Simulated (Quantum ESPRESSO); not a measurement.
**Relaxation of cell and atoms of C (part 1 of 4)**

System: C (P1, 4 atoms in the cell).
Method: Kohn-Sham DFT of a periodic cell, PBE with D3, GBRV 1.5 PBE, no spin polarisation (Quantum ESPRESSO 7.5).

The structure derives from a Materials Project entry.

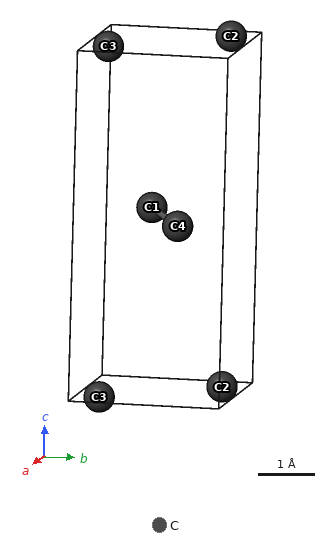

The structure (ball-and-stick view of the cell of the calculation, seen slightly off an axis; atoms are numbered from 1 in the order of the input). An atom can appear more than once, as a periodic image. Near neighbours in the periodic cell (some may lie outside the picture): C has 3 C at 1.26 to 1.79 Å.

## Input
```
&CONTROL
  calculation = 'vc-relax'
  prefix = 'pwscf'
  outdir = './tmp'
  pseudo_dir = './pseudo'
  tprnfor = .true.
  tstress = .true.
  disk_io = 'low'
  nstep = 40
  forc_conv_thr = 0.0004
  etot_conv_thr = 1d-05
/
&SYSTEM
  ibrav = 0
  nat = 4
  ntyp = 1
  ecutwfc = 45
  ecutrho = 360
  nbnd = 14
  occupations = 'smearing'
  smearing = 'fd'
  degauss = 0.00999582
  vdw_corr = 'grimme-d3'
  dftd3_version = 3
/
&ELECTRONS
  conv_thr = 8d-10
  electron_maxstep = 120
  mixing_beta = 0.5
/
&IONS
  ion_dynamics = 'bfgs'
/
&CELL
  cell_dynamics = 'bfgs'
  press = 0
  press_conv_thr = 0.3
/
ATOMIC_SPECIES
C     12.0110 c_pbe_v1.2.uspp.F.UPF
CELL_PARAMETERS bohr
  -3.3066712699    2.2720645659   -0.1670259758
   3.8943368451    3.2898703008   -0.1353943226
   0.7217481443   -1.7676156507  -11.8417194295
ATOMIC_POSITIONS bohr
C      1.1254266168    0.6146838189   -5.9726165575
C      3.4179548700    1.3662079906  -11.9554430606
C     -2.1040136696    2.4433084262   -0.2048417097
C      0.1794596146    3.1644382139   -6.1553780096
K_POINTS automatic
9 7 3 0 0 0
```

Hardware: 1 thread of AMD EPYC (Zen 4), 16 GiB of memory available, shared host.

Run as:
```bash
OMP_NUM_THREADS=1 pw.x -in pw.in > pw.out
```

## The program's output
```
This program is part of the open-source Quantum ESPRESSO suite
     for quantum simulation of materials; please cite
         "P. Giannozzi et al., J. Phys.:Condens. Matter 21 395502 (2009);
         "P. Giannozzi et al., J. Phys.:Condens. Matter 29 465901 (2017);
         "P. Giannozzi et al., J. Chem. Phys. 152 154105 (2020);
          URL
     in publications or presentations arising from this work. More details at

     G-vector sticks info
     --------------------
     sticks:   dense  smooth     PW     G-vecs:    dense   smooth      PW
     Sum         563     281     91                27115     9625    1831

     Using Slab Decomposition

     bravais-lattice index     =            0
     lattice parameter (alat)  =       4.0155  a.u.
     unit-cell volume          =     235.7138 (a.u.)^3
     number of atoms/cell      =            4
     number of atomic types    =            1
     number of electrons       =        16.00
     number of Kohn-Sham states=           14
     kinetic-energy cutoff     =      45.0000  Ry
     charge density cutoff     =     360.0000  Ry
     scf convergence threshold =      8.0E-10
     mixing beta               =       0.5000
     number of iterations used =            8  plain     mixing
     energy convergence thresh.=      1.0E-05
     force convergence thresh. =      4.0E-04
     press convergence thresh. =      3.0E-01
     Exchange-correlation= SLA  PW   PBE  PBE
                           (   1   4   3   4   0   0   0)
     nstep                     =           40

     celldm(1)=   4.015501  celldm(2)=   0.000000  celldm(3)=   0.000000
     celldm(4)=   0.000000  celldm(5)=   0.000000  celldm(6)=   0.000000

     crystal axes: (cart. coord. in units of alat)
               a(1) = (  -0.823477   0.565823  -0.041595 )
               a(2) = (   0.969826   0.819293  -0.033718 )
               a(3) = (   0.179740  -0.440198  -2.949002 )

     reciprocal axes: (cart. coord. in units 2 pi/alat)
               b(1) = ( -0.667741  0.783938 -0.157717 )
               b(2) = (  0.463372  0.669107 -0.071635 )
               b(3) = (  0.004120 -0.018708 -0.336054 )

     PseudoPot. # 1 for C  read from file:
     c_pbe_v1.2.uspp.F.UPF
     Pseudo is Ultrasoft + core correction, Zval =  4.0
     Generated by new atomic code, or converted to UPF format
     Using radial grid of  721 points,  4 beta functions with:
                l(1) =   0
                l(2) =   0
                l(3) =   1
                l(4) =   1
     Q(r) pseudized with  8 coefficients,  rinner =    1.100   1.100   1.100

     atomic species   valence    mass     pseudopotential
     C                 4.00    12.01100     C ( 1.00)

     No symmetry found

   Cartesian axes

     site n.     atom                  positions (alat units)
         1        C      tau(   1) = (   0.2802705   0.1530777  -1.4873901  )
         2        C      tau(   2) = (   0.8511901   0.3402335  -2.9773227  )
         3        C      tau(   3) = (  -0.5239729   0.6084691  -0.0510127  )
         4        C      tau(   4) = (   0.0446917   0.7880556  -1.5329040  )

     --------------------------------------------
     DFT-D3 Dispersion Correction (3-body terms):
     --------------------------------------------
       Reference C6 values for interpolation:

         atom   Coordination number   C6
         C          0.000            98.23
         C          0.987            86.49
         C          1.998            58.72
         C          2.999            51.56
         C          3.984            36.41

       Values used:

         atom   Coordination number  R0_AB[au]  C6      C8
         C          3.533            2.750     42.32   1223.85
         C          3.570            2.750     41.30   1194.41
         C          3.570            2.750     41.30   1194.34
         C          3.533            2.750     42.32   1223.91

         Molecular C6 ( Ry / a.u.^6 ) =       668.88

     number of k points=    95  Fermi-Dirac smearing, width (Ry)=  0.0100
                       cart. coord. in units 2pi/alat
        k(    1) = (   0.0000000   0.0000000  -0.0000000), wk =   0.0105820
        k(    2) = (   0.0013735  -0.0062359  -0.1120181), wk =   0.0211640
        k(    3) = (   0.0661960   0.0955867  -0.0102336), wk =   0.0211640
        k(    4) = (   0.0675695   0.0893508  -0.1222517), wk =   0.0211640
        k(    5) = (   0.0648226   0.1018226   0.1017844), wk =   0.0211640
        k(    6) = (   0.1323920   0.1911734  -0.0204672), wk =   0.0211640
        k(    7) = (   0.1337655   0.1849375  -0.1324853), wk =   0.0211640
        k(    8) = (   0.1310186   0.1974093   0.0915508), wk =   0.0211640
        k(    9) = (   0.1985880   0.2867601  -0.0307009), wk =   0.0211640
        k(   10) = (   0.1999615   0.2805242  -0.1427189), wk =   0.0211640
        k(   11) = (   0.1972146   0.2929960   0.0813172), wk =   0.0211640
        k(   12) = (  -0.0741935   0.0871042  -0.0175241), wk =   0.0211640
        k(   13) = (  -0.0728200   0.0808683  -0.1295422), wk =   0.0211640
        k(   14) = (  -0.0755669   0.0933401   0.0944939), wk =   0.0211640
        k(   15) = (  -0.0079974   0.1826909  -0.0277578), wk =   0.0211640
        k(   16) = (  -0.0066240   0.1764550  -0.1397758), wk =   0.0211640
        k(   17) = (  -0.0093709   0.1889268   0.0842603), wk =   0.0211640
        k(   18) = (   0.0581986   0.2782777  -0.0379914), wk =   0.0211640
        k(   19) = (   0.0595720   0.2720418  -0.1500094), wk =   0.0211640
        k(   20) = (   0.0568251   0.2845136   0.0740267), wk =   0.0211640
        k(   21) = (   0.1243946   0.3738644  -0.0482250), wk =   0.0211640
        k(   22) = (   0.1257680   0.3676285  -0.1602431), wk =   0.0211640
        k(   23) = (   0.1230211   0.3801003   0.0637931), wk =   0.0211640
        k(   24) = (  -0.2727815  -0.1996559   0.0131767), wk =   0.0211640
        k(   25) = (  -0.2714080  -0.2058918  -0.0988413), wk =   0.0211640
        k(   26) = (  -0.2741550  -0.1934200   0.1251948), wk =   0.0211640
        k(   27) = (  -0.2065855  -0.1040692   0.0029431), wk =   0.0211640
        k(   28) = (  -0.2052120  -0.1103051  -0.1090749), wk =   0.0211640
        k(   29) = (  -0.2079589  -0.0978333   0.1149612), wk =   0.0211640
        k(   30) = (  -0.1403895  -0.0084825  -0.0072905), wk =   0.0211640
        k(   31) = (  -0.1390160  -0.0147184  -0.1193086), wk =   0.0211640
        k(   32) = (  -0.1417629  -0.0022466   0.1047276), wk =   0.0211640
        k(   33) = (  -0.1483869   0.1742085  -0.0350483), wk =   0.0211640
        k(   34) = (  -0.1470135   0.1679726  -0.1470663), wk =   0.0211640
        k(   35) = (  -0.1497604   0.1804444   0.0769698), wk =   0.0211640
        k(   36) = (  -0.0821909   0.2697952  -0.0452819), wk =   0.0211640
        k(   37) = (  -0.0808174   0.2635593  -0.1572999), wk =   0.0211640
        k(   38) = (  -0.0835644   0.2760311   0.0667362), wk =   0.0211640
        k(   39) = (  -0.0159949   0.3653819  -0.0555155), wk =   0.0211640
        k(   40) = (  -0.0146214   0.3591460  -0.1675336), wk =   0.0211640
        k(   41) = (  -0.0173683   0.3716178   0.0565026), wk =   0.0211640
        k(   42) = (   0.0502011   0.4609686  -0.0657491), wk =   0.0211640
        k(   43) = (   0.0515746   0.4547327  -0.1777672), wk =   0.0211640
        k(   44) = (   0.0488277   0.4672045   0.0462689), wk =   0.0211640
        k(   45) = (  -0.3469750  -0.1125517  -0.0043474), wk =   0.0211640
        k(   46) = (  -0.3456015  -0.1187876  -0.1163654), wk =   0.0211640
        k(   47) = (  -0.3483484  -0.1063158   0.1076707), wk =   0.0211640
        k(   48) = (  -0.2807789  -0.0169649  -0.0145810), wk =   0.0211640
        k(   49) = (  -0.2794055  -0.0232008  -0.1265991), wk =   0.0211640
        k(   50) = (  -0.2821524  -0.0107290   0.0974371), wk =   0.0211640
        k(   51) = (  -0.2145829   0.0786218  -0.0248146), wk =   0.0211640
        k(   52) = (  -0.2132095   0.0723859  -0.1368327), wk =   0.0211640
        k(   53) = (  -0.2159564   0.0848577   0.0872034), wk =   0.0211640
        k(   54) = (  -0.2225804   0.2613127  -0.0525724), wk =   0.0211640
        k(   55) = (  -0.2212069   0.2550768  -0.1645904), wk =   0.0211640
        k(   56) = (  -0.2239538   0.2675486   0.0594457), wk =   0.0211640
        k(   57) = (  -0.1563844   0.3568994  -0.0628060), wk =   0.0211640
        k(   58) = (  -0.1550109   0.3506635  -0.1748241), wk =   0.0211640
        k(   59) = (  -0.1577578   0.3631353   0.0492121), wk =   0.0211640
        k(   60) = (  -0.0901883   0.4524861  -0.0730396), wk =   0.0211640
        k(   61) = (  -0.0888149   0.4462502  -0.1850577), wk =   0.0211640
        k(   62) = (  -0.0915618   0.4587220   0.0389784), wk =   0.0211640
        k(   63) = (  -0.0239923   0.5480728  -0.0832733), wk =   0.0211640
        k(   64) = (  -0.0226189   0.5418369  -0.1952913), wk =   0.0211640
        k(   65) = (  -0.0253658   0.5543087   0.0287448), wk =   0.0211640
        k(   66) = (  -0.4211684  -0.0254474  -0.0218715), wk =   0.0211640
        k(   67) = (  -0.4197950  -0.0316833  -0.1338896), wk =   0.0211640
        k(   68) = (  -0.4225419  -0.0192115   0.0901466), wk =   0.0211640
        k(   69) = (  -0.3549724   0.0701393  -0.0321051), wk =   0.0211640
        k(   70) = (  -0.3535989   0.0639034  -0.1441232), wk =   0.0211640
        k(   71) = (  -0.3563458   0.0763752   0.0799129), wk =   0.0211640
        k(   72) = (  -0.2887764   0.1657260  -0.0423388), wk =   0.0211640
        k(   73) = (  -0.2874029   0.1594901  -0.1543568), wk =   0.0211640
        k(   74) = (  -0.2901498   0.1719619   0.0696793), wk =   0.0211640
        k(   75) = (  -0.2967738   0.3484169  -0.0700965), wk =   0.0211640
        k(   76) = (  -0.2954004   0.3421810  -0.1821146), wk =   0.0211640
        k(   77) = (  -0.2981473   0.3546528   0.0419216), wk =   0.0211640
        k(   78) = (  -0.2305778   0.4440037  -0.0803301), wk =   0.0211640
        k(   79) = (  -0.2292044   0.4377678  -0.1923482), wk =   0.0211640
        k(   80) = (  -0.2319513   0.4502396   0.0316879), wk =   0.0211640
        k(   81) = (  -0.1643818   0.5395904  -0.0905638), wk =   0.0211640
        k(   82) = (  -0.1630083   0.5333545  -0.2025818), wk =   0.0211640
        k(   83) = (  -0.1657552   0.5458263   0.0214543), wk =   0.0211640
        k(   84) = (  -0.0981858   0.6351771  -0.1007974), wk =   0.0211640
        k(   85) = (  -0.0968123   0.6289412  -0.2128154), wk =   0.0211640
        k(   86) = (  -0.0995592   0.6414130   0.0112207), wk =   0.0211640
        k(   87) = (  -0.4953619   0.0616568  -0.0393956), wk =   0.0211640
        k(   88) = (  -0.4939884   0.0554209  -0.1514137), wk =   0.0211640
        k(   89) = (  -0.4967353   0.0678927   0.0726224), wk =   0.0211640
        k(   90) = (  -0.4291659   0.1572435  -0.0496293), wk =   0.0211640
        k(   91) = (  -0.4277924   0.1510076  -0.1616473), wk =   0.0211640
        k(   92) = (  -0.4305393   0.1634794   0.0623888), wk =   0.0211640
        k(   93) = (  -0.3629698   0.2528302  -0.0598629), wk =   0.0211640
        k(   94) = (  -0.3615964   0.2465943  -0.1718809), wk =   0.0211640
        k(   95) = (  -0.3643433   0.2590661   0.0521552), wk =   0.0211640

     Dense  grid:    27115 G-vectors     FFT dimensions: (  25,  32,  75)

     Smooth grid:     9625 G-vectors     FFT dimensions: (  18,  24,  54)

     Initial potential from superposition of free atoms

     starting charge      15.9998, renormalised to      16.0000
     Starting wfcs are   16 randomized atomic wfcs

     Self-consistent Calculation

     iteration #  1     ecut=    45.00 Ry     beta= 0.50
     Davidson diagonalization with overlap
     ethr =  1.00E-02,  avg # of iterations =  3.4

     total energy              =     -45.45406654 Ry
     estimated scf accuracy    <       0.48156171 Ry

     iteration #  2     ecut=    45.00 Ry     beta= 0.50
     Davidson diagonalization with overlap
     ethr =  3.01E-03,  avg # of iterations =  2.2

     total energy              =     -45.47248587 Ry
     estimated scf accuracy    <       0.03933723 Ry

     iteration #  3     ecut=    45.00 Ry     beta= 0.50
     Davidson diagonalization with overlap
     ethr =  2.46E-04,  avg # of iterations =  5.1

     total energy              =     -45.47977838 Ry
     estimated scf accuracy    <       0.00179277 Ry

     iteration #  4     ecut=    45.00 Ry     beta= 0.50
     Davidson diagonalization with overlap
     ethr =  1.12E-05,  avg # of iterations =  5.8

     total energy              =     -45.48007616 Ry
     estimated scf accuracy    <       0.00047523 Ry

     iteration #  5     ecut=    45.00 Ry     beta= 0.50
     Davidson diagonalization with overlap
     ethr =  2.97E-06,  avg # of iterations =  2.6

     total energy              =     -45.48012300 Ry
     estimated scf accuracy    <       0.00003175 Ry

     iteration #  6     ecut=    45.00 Ry     beta= 0.50
     Davidson diagonalization with overlap
     ethr =  1.98E-07,  avg # of iterations =  1.9

     total energy              =     -45.48012645 Ry
     estimated scf accuracy    <       0.00000143 Ry

     iteration #  7     ecut=    45.00 Ry     beta= 0.50
     Davidson diagonalization with overlap
     ethr =  8.97E-09,  avg # of iterations =  2.0

     total energy              =     -45.48012690 Ry
     estimated scf accuracy    <       0.00000005 Ry

     iteration #  8     ecut=    45.00 Ry     beta= 0.50
     Davidson diagonalization with overlap
     ethr =  3.10E-10,  avg # of iterations =  2.0

     total energy              =     -45.48012690 Ry
     estimated scf accuracy    <       0.00000002 Ry

     iteration #  9     ecut=    45.00 Ry     beta= 0.50
     Davidson diagonalization with overlap
     ethr =  1.35E-10,  avg # of iterations =  1.1

     total energy              =     -45.48012690 Ry
     estimated scf accuracy    <          2.6E-09 Ry

     iteration # 10     ecut=    45.00 Ry     beta= 0.50
     Davidson diagonalization with overlap
     ethr =  1.64E-11,  avg # of iterations =  2.0

     End of self-consistent calculation

          k = 0.0000 0.0000-0.0000 (  1209 PWs)   bands (ev):

   -12.3384 -11.8883  -1.3331   1.2683   2.3203   2.7957   6.5535   6.8748
     7.5288   7.9174  12.5029  15.9717  16.9808  17.8608

          k = 0.0014-0.0062-0.1120 (  1208 PWs)   bands (ev):

   -12.2362 -12.0062  -0.7927   0.4603   2.3677   2.8421   6.5534   6.8748
     7.5760   7.8621  13.8727  16.1562  16.7107  16.9789

          k = 0.0662 0.0956-0.0102 (  1210 PWs)   bands (ev):

   -12.0532 -11.6213  -0.9681   0.3239   0.6953   1.5437   6.1691   6.5272
    10.1928  10.2641  13.0780  14.1454  15.2007  18.3707

          k = 0.0676 0.0894-0.1223 (  1203 PWs)   bands (ev):

   -11.9441 -11.7458  -0.4288   0.2874   0.5841   0.9641   6.1704   6.5292
    10.2306  10.3102  13.8822  14.6122  15.0698  17.9273

          k = 0.0648 0.1018 0.1018 (  1213 PWs)   bands (ev):

   -11.9646 -11.7232  -0.5385   0.2840   0.6407   1.0512   6.1696   6.5279
    10.2131  10.2783  13.6049  14.6352  15.3939  17.8712

          k = 0.1324 0.1912-0.0205 (  1206 PWs)   bands (ev):

   -11.2570 -10.8922  -2.6268  -2.2550   0.0743   2.2163   5.7899   6.1123
    10.9514  12.3306  13.0420  14.0769  15.4982  19.4396

          k = 0.1338 0.1849-0.1325 (  1206 PWs)   bands (ev):

   -11.1511 -11.0092  -2.6382  -2.2789   0.7003   1.5045   5.7903   6.1139
    10.8805  11.7918  13.8626  14.2835  16.4507  18.8625

          k = 0.1310 0.1974 0.0916 (  1205 PWs)   bands (ev):

   -11.1910 -10.9661  -2.6227  -2.2987   0.4693   1.7930   5.7894   6.1119
    10.9183  11.6107  14.0055  14.1704  16.1742  19.1473

          k = 0.1986 0.2868-0.0307 (  1206 PWs)   bands (ev):

   -10.2733 -10.0928  -4.7146  -4.3328   1.5364   2.5461   5.5318   5.8269
     9.0857   9.9508  15.0172  16.2821  18.5015  19.4737

          k = 0.2000 0.2805-0.1427 (  1202 PWs)   bands (ev):

   -10.2064 -10.1597  -4.7323  -4.3488   2.0241   2.2108   5.5294   5.8259
     8.7414   9.5460  16.2601  16.6644  18.9313  19.3606

          k = 0.1972 0.2930 0.0813 (  1205 PWs)   bands (ev):

   -10.2561 -10.1078  -4.7229  -4.3604   1.6947   2.5829   5.5285   5.8240
     8.8935   9.3339  16.0171  16.7827  18.5497  19.8382

          k =-0.0742 0.0871-0.0175 (  1205 PWs)   bands (ev):

   -12.0234 -11.5858  -0.9360   1.6174   2.1851   2.5576   4.9882   5.1843
     8.4173   8.7474  12.9103  15.6744  16.5420  17.9798

          k =-0.0728 0.0809-0.1295 (  1200 PWs)   bands (ev):

   -11.9042 -11.7215  -0.3000   0.6824   2.2372   2.6101   4.9870   5.1891
     8.4684   8.6982  14.4974  15.8339  16.2872  16.9806

          k =-0.0756 0.0933 0.0945 (  1203 PWs)   bands (ev):

   -11.9429 -11.6791  -0.5131   0.9532   2.2322   2.6017   4.9899   5.1864
     8.4492   8.7092  13.9730  15.8636  16.3866  17.4462

          k =-0.0080 0.1827-0.0278 (  1204 PWs)   bands (ev):

   -11.5924 -11.1852  -0.3897  -0.3445  -0.0241   2.0151   4.6990   4.9146
    11.1883  11.4201  13.3467  13.9523  14.5662  19.6338

          k =-0.0066 0.1765-0.1398 (  1198 PWs)   bands (ev):

   -11.4698 -11.3226  -0.4095  -0.1109   0.4041   1.1858   4.6943   4.9196
    11.3246  11.4274  13.4263  14.1915  15.5684  17.7866

          k =-0.0094 0.1889 0.0843 (  1208 PWs)   bands (ev):

   -11.5268 -11.2605  -0.4205  -0.1607   0.1592   1.5607   4.7003   4.9141
    11.1783  11.4357  13.4800  14.1128  15.1977  18.4019

          k = 0.0582 0.2783-0.0380 (  1213 PWs)   bands (ev):

   -10.7030 -10.3842  -3.0811  -2.7211   0.8014   2.7044   4.3074   4.5328
    10.4588  11.8230  13.5813  14.8857  16.6842  20.8109

          k = 0.0596 0.2720-0.1500 (  1208 PWs)   bands (ev):

   -10.5917 -10.5041  -3.0887  -2.7462   1.4757   1.9871   4.3022   4.5368
    10.4213  11.2485  14.5508  15.0029  17.5854  19.0622

          k = 0.0568 0.2845 0.0740 (  1208 PWs)   bands (ev):

   -10.6614 -10.4299  -3.0741  -2.7573   1.0632   2.4614   4.3085   4.5315
    10.4584  11.2087  14.3687  14.9528  17.0493  19.8941

          k = 0.1244 0.3739-0.0482 (  1209 PWs)   bands (ev):

    -9.8344  -9.7402  -4.6851  -4.3111   2.2608   2.7546   4.2094   4.4482
     9.1592   9.8084  15.2324  16.2140  18.9935  19.3529

          k = 0.1258 0.3676-0.1602 (  1205 PWs)   bands (ev):

    -9.8134  -9.7574  -4.7067  -4.3276   2.5295   2.7235   4.2058   4.4507
     8.7444   9.3692  16.2082  16.5077  19.4468  20.1055

          k = 0.1230 0.3801 0.0638 (  1211 PWs)   bands (ev):

    -9.8427  -9.7280  -4.6988  -4.3287   2.2766   2.9463   4.2119   4.4496
     8.8997   9.3425  15.8015  16.5866  19.4924  19.9174

          k =-0.2728-0.1997 0.0132 (  1199 PWs)   bands (ev):

   -10.2448  -9.9981  -4.0198  -3.6396   1.5072   2.9347   4.3970   4.6709
     9.5787  10.5746  14.7963  15.2933  16.9645  20.4161

          k =-0.2714-0.2059-0.0988 (  1206 PWs)   bands (ev):

   -10.2003 -10.0440  -4.0225  -3.6721   1.8079   2.7544   4.3992   4.6764
     9.4715   9.9074  15.5499  15.6527  17.6006  20.0756

          k =-0.2742-0.1934 0.1252 (  1205 PWs)   bands (ev):
```
